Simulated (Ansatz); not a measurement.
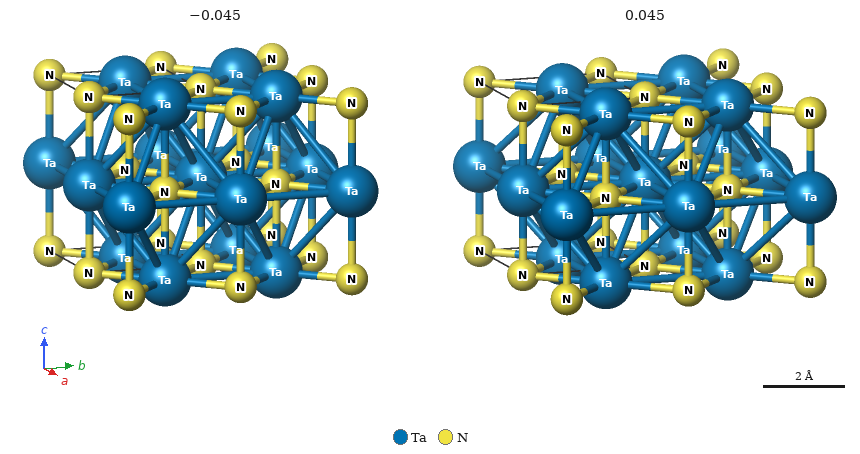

A crystal of TaN (set up in Fm-3m), under biaxial strain in the a–b plane (c relaxed, atoms fixed by symmetry), with energies (extrapolated to zero smearing) counted from the relaxed crystal, which is the row at zero; the cubic crystal is set up in a tetragonal cell with a = a(cubic)/√2 and c = a(cubic). The picture shows the first and the last member. Style: ball-and-stick. Shown: the cell of the calculation, repeated 2 × 2 × 1 with one cell outlined, slightly off an axis.

Computed with Ansatz 0.2.0: DFT PBEsol, scalar-relativistic, plane waves, PAW. (plane-wave cutoff 420 eV; k-point mesh 16 × 16 × 12; occupations gaussian; smearing width 0.1 eV; no spin polarisation; force threshold 0.008 eV/Å)

```
strain  energy (meV/atom)  a (Å)  c (Å)
−0.045             131.63  2.955  4.483
 −0.03              54.67  3.001  4.438
−0.015                  ?      ?      ?
   0.0               0.00  3.094  4.376
 0.015              11.21  3.140  4.347
  0.03              43.95  3.187  4.328
 0.045              94.80  3.233  4.306
```

### Fill in the missing row.

A parabola through three neighbouring rows (−0.045, −0.03, 0.0) gives, with Lagrange weights, (−0.3333)(131.63) + (1.0000)(54.67) + (0.3333)(0.00) = 10.80 meV/atom. The calculation gives 12.63 meV/atom (a = 3.048 Å, c = 4.406 Å). The estimate is 1.83 meV/atom too low. From the first member to the last: Ta–Ta 2.955 → 3.233 Å, N–Ta 2.089 → 2.286 Å, N–Ta 2.241 → 2.153 Å.

The whole series:

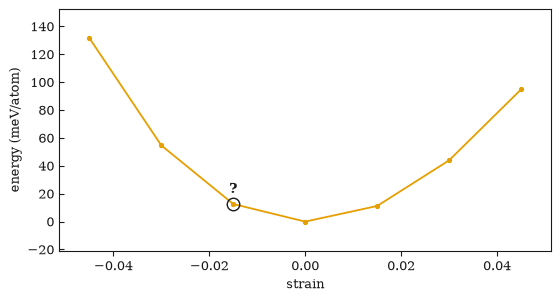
